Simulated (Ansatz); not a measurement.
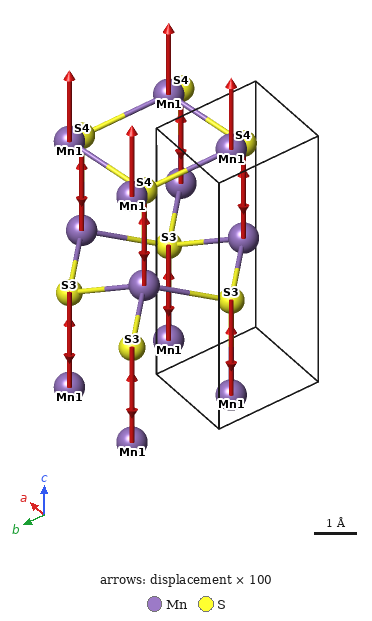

This is a relaxation of crystalline MnS (set up in P6_3mc). The starting structure is drawn; red arrows show the displacements (the part carried along by the change of the cell is left out), 100 times their true length.

A ball-and-stick model of the cell of the calculation, repeated 2 × 2 × 1 with one cell outlined, seen from a free direction.

Theory: DFT PBE, scalar-relativistic, plane waves, PAW (Ansatz 0.2.0).

The input:
```yaml
crystal:
  lattice:
    - [-1.9880006484, -3.4433181284, 0.0]
    - [3.9760012967, 0.0, 0.0]
    - [0.0, 0.0, 6.432]
  atoms:
    - { symbol: Mn, position: [0.3333333333, 0.6666666667, 0.0], spin: 4.59 }
    - { symbol: Mn, position: [0.6666666667, 0.3333333335, 0.5], spin: 4.59 }
    - { symbol: S, position: [0.3333333333, 0.6666666667, 0.385], spin: 0.15 }
    - { symbol: S, position: [0.6666666667, 0.3333333335, 0.885], spin: 0.15 }
basis:
  ecutwfc: 420
kpoints:
  mp_grid: { grid: [12, 12, 8] }
hamiltonian:
  xc: pbe
scf:
  occupations: { method: gaussian, width: 0.1 }
output:
  forces: true
  stress: true
  eigenvalues: true
  populations: true
magnetization:
  spin_polarized: true
relax:
  adjacent_minimum: "off"
  f_tol: 0.005
  max_steps: 80
  cell: { stress_tol: 0.05 }
```

Run as
```bash
ansatz run input.yaml --threads 2 --pin off --max-ram 5120MiB --backend cpu --events-out ev --progress --plain --runs-dir out
```

Describe the change and its energy.

Over 4 accepted moves (5 points after the start) the energy falls by 4.2 meV per atom. Largest force component: 0.19 eV/Å at the start, under 0.0001 eV/Å at the end. Pressure: 1.33 GPa at the start and 0.00 GPa at the end. The SCF was repeated once at an unchanged geometry on a basis and grid sized afresh for the cell, which shifted the energy by 0.1 meV per atom at most. The largest moves relative to the cell, 0.019 Å, are those of Mn1, Mn2, S3 and S4. Mn2 goes along +c. By element the largest moves are Mn 0.019 Å, S 0.019 Å. Cell: a = b 3.976 → 4.012 Å (+0.9 %), c 6.432 → 6.463 Å (+0.5 %). Volume +2.3 %. Among the contacts that change: Mn1–S4 2.412 → 2.444 Å, Mn1–S3 2.476 → 2.451 Å. The space group stays P6_3mc (No. 186). The run may lie on a higher electronic state than the lowest, so the end point isn't shown to be the ground-state structure.
